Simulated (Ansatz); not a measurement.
System: HfC, space group Fm-3m (No. 225) (one of a set of cubic test structures, which need not be the stable phase).

How it was computed, with Ansatz 0.2.0 development build: equation of state of a cubic crystal from periodic Kohn-Sham density functional theory without spin, third-order Birch-Murnaghan fit to the free energies; pressure corrected for the finite basis. Level: HSE06.

```
                setting                   value
         structure type               rock salt
          atoms in cell                       2
     space group number                     225
       lattice centring  face-centred primitive
                 k mesh                   4×4×4
      occupation method             Fermi–Dirac
       occupation width                  0.1 eV
            wave cutoff                  700 eV
               datasets                hard PAW
      density tolerance                    0 eV
                  bands                      19
   density cutoff ratio                       4
search for lower states                 default
   exchange singularity             regularized
```

What does the calculation give for the energy above the lowest point against volume? The volume takes the values 11.56, 11.94, 12.32, 12.69, 13.07 Å³/atom.

A third-order Birch–Murnaghan fit gives V0 = 12.50 Å³/atom, B0 = 226 GPa and B′ = 3.6. The energy above the lowest point is 54.3 meV/atom at volume 11.56 Å³/atom and 15.0 meV/atom at 13.07 Å³/atom; the lowest computed point is at volume 12.69 Å³/atom (0.0 meV/atom), and no other minimum shows among the points.

```csv
volume (Å³/atom),energy above the lowest point (meV/atom)
11.56,54.3
11.94,17.2
12.32,0.1
12.69,0.0
13.07,15.0
```

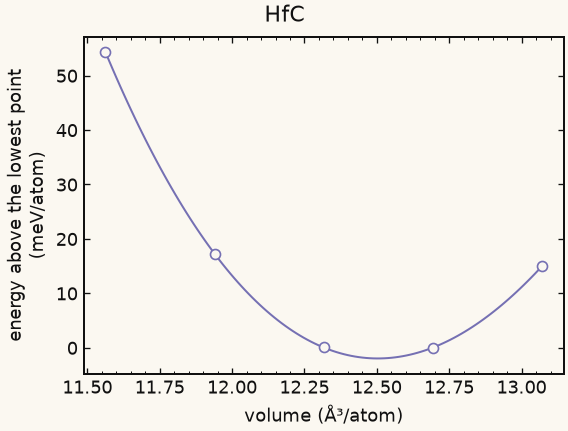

Note: coarse k-mesh, values are not converged in k; pseudopotentials made with PBE, not this functional.
